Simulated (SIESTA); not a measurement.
**Energy of GaP along an even scaling of the cell**

System: GaP (F-43m, 2 atoms in the cell).
Method: Kohn-Sham DFT of a periodic cell, PBE, PseudoDojo 0.4 standard, converted to PSML, no spin polarisation (SIESTA 5.4.2).

The 7 runs differ only in the geometry, by an even scaling of the cell at fixed fractional positions. The structure derives from an entry of the Crystallography Open Database.

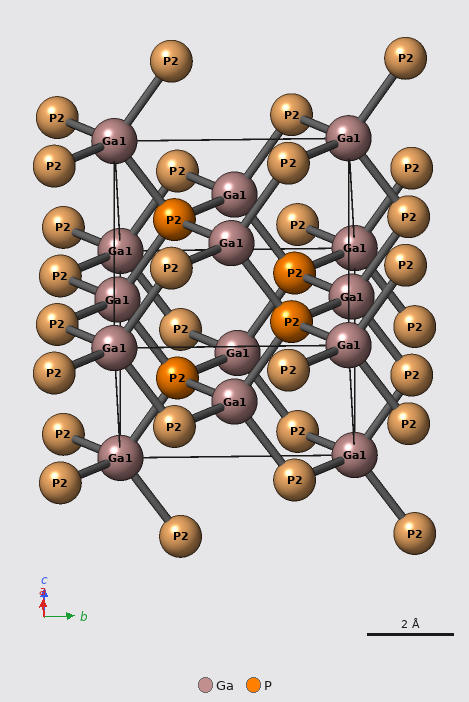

Figure 1. The structure of run 4 (ball-and-stick view of the cell 4 times as large as that of the calculation, set on its symmetry axes, seen at an oblique angle; neighbours outside the cell are drawn fainter; atoms are numbered from 1 in the order of the input). An atom can appear more than once, as a periodic image.

## Input of run 4
```
SystemName                      GaP
SystemLabel                     GaP
NumberOfSpecies                 2
NumberOfAtoms                   2
%block ChemicalSpeciesLabel
  1  31 Ga
  2  15 P
%endblock ChemicalSpeciesLabel

LatticeConstant                 1.0 Ang
%block LatticeVectors
     0.0000000000     2.7252500000     2.7252500000
     2.7252500000     0.0000000000     2.7252500000
     2.7252500000     2.7252500000     0.0000000000
%endblock LatticeVectors
AtomicCoordinatesFormat         Fractional
%block AtomicCoordinatesAndAtomicSpecies
     0.0000000000     0.0000000000     0.0000000000  1  Ga
     0.7500000000     0.7500000000     0.7500000000  2  P
%endblock AtomicCoordinatesAndAtomicSpecies

%block kgrid.MonkhorstPack
    8   0   0  0.0
    0   8   0  0.0
    0   0   8  0.0
%endblock kgrid.MonkhorstPack
XC.Functional                   GGA
XC.Authors                      PBE
PAO.BasisSize                   DZP
PAO.EnergyShift                 0.003 Ry
Mesh.Cutoff                     800 Ry
OccupationFunction              FD
ElectronicTemperature           0.05 eV
MaxSCFIterations                120
SCF.MustConverge                false
SCF.Mixer.Method                Pulay
SCF.Mixer.Weight                0.25
SCF.Mixer.History               8
SCF.DM.Tolerance                5.0e-05
SCF.H.Tolerance                 1.0e-03 eV
WriteForces                     true
Charge.Mulliken                 end
%block PAO.Basis
  Ga 4
  n=4 0 2
    6.575 0.000
  n=4 1 2
    9.448 0.000
  n=3 2 2
    3.582 0.000
  n=4 2 1
    9.448
%endblock PAO.Basis
```

Command:
```bash
siesta < GaP.fdf > GaP.out 2>&1
```

Run 3 differs from it as follows:
```diff
-     0.0000000000     2.7252500000     2.7252500000
-     2.7252500000     0.0000000000     2.7252500000
-     2.7252500000     2.7252500000     0.0000000000
+     0.0000000000     2.7069591804     2.7069591804
+     2.7069591804     0.0000000000     2.7069591804
+     2.7069591804     2.7069591804     0.0000000000
```

## Results, with one run withheld

```tsv
run	volume per atom (Å³)	free energy per atom, from the lowest run given (meV)	pressure (GPa)	gap on the mesh (eV)
1	19.026	53.35	9.52	1.52
2	19.431	32.33	7.16	1.57
3	19.836	?	?	?
4	20.240	6.88	3.08	1.64
5	20.645	1.29	1.40	1.63
6	21.050	0.00	−0.13	1.58
7	21.455	2.12	−1.53	1.50
```

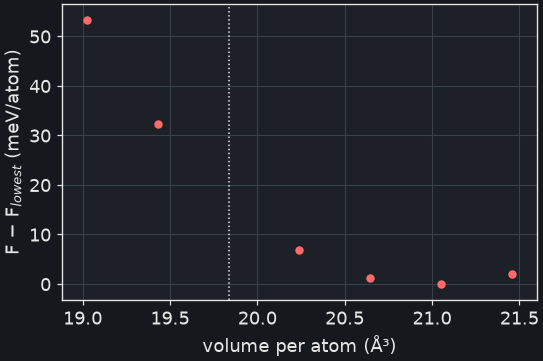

Figure 2. Free energy per atom of the runs given; the dotted line marks run 3.

Fit the runs given and predict run 3.

A cubic polynomial in V^(−2/3) (the Birch–Murnaghan form), fitted to the 6 runs given, misses them by at most 0.09 meV per atom. With x = V^(−2/3) − 0.13448 Å⁻², it reads F = 6.1953 + 4097.3 x + 6.7135e+05 x² + 2.0778e+06 x³ (meV per atom). At run 3 it gives 17.01 meV per atom, and the run itself gives 17.03. The slope of the fit gives a pressure −dF/dV of 4.99 GPa there, and the run prints 5.00 GPa. The fit has its minimum at 20.998 Å³ per atom, where V d²F/dV² gives 76.3 GPa: the bulk modulus at this level, since symmetry fixes the shape and the positions. The gap on the mesh lies between 1.50 eV (run 7) and 1.64 eV (run 4); run 3 has 1.61 eV. These are gaps of this functional on this mesh, which can miss the band edges; they aren't the measured gap.

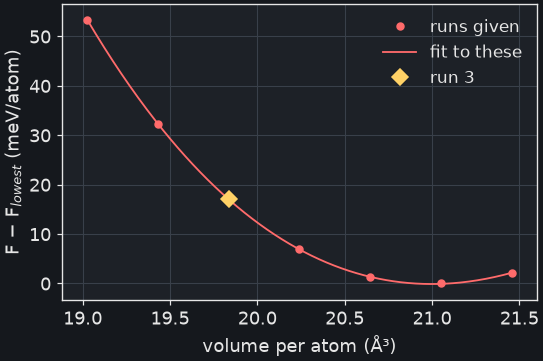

Figure 3. The fit and the withheld run.

## Some lines of the output (run 3)
```
[...]
reinit: System Name: GaP
reinit: System Label: GaP
outcell: Cell volume (Ang**3)        :     39.6712
stepf: Fermi-Dirac step function
siesta: Etot    =     -2269.381061
siesta: FreeEng =     -2269.381061
        iscf     Eharris(eV)        E_KS(eV)     FreeEng(eV)     dDmax    Ef(eV) dHmax(eV)
siesta: E_KS(eV) =            -2269.7476
siesta: E_KS - E_eggbox =     -2269.7476
siesta: Etot    =     -2269.747629
siesta: FreeEng =     -2269.747629
siesta:         Fermi =      -4.555759
siesta: Cell volume =         39.671180 Ang**3
    Orbital volume contribution        =           2.637971 eV
```

Notes: Points of doubt noted for this run: mulliken charges of long orbitals. With a small basis of atomic orbitals these values can differ much from converged plane-wave results.
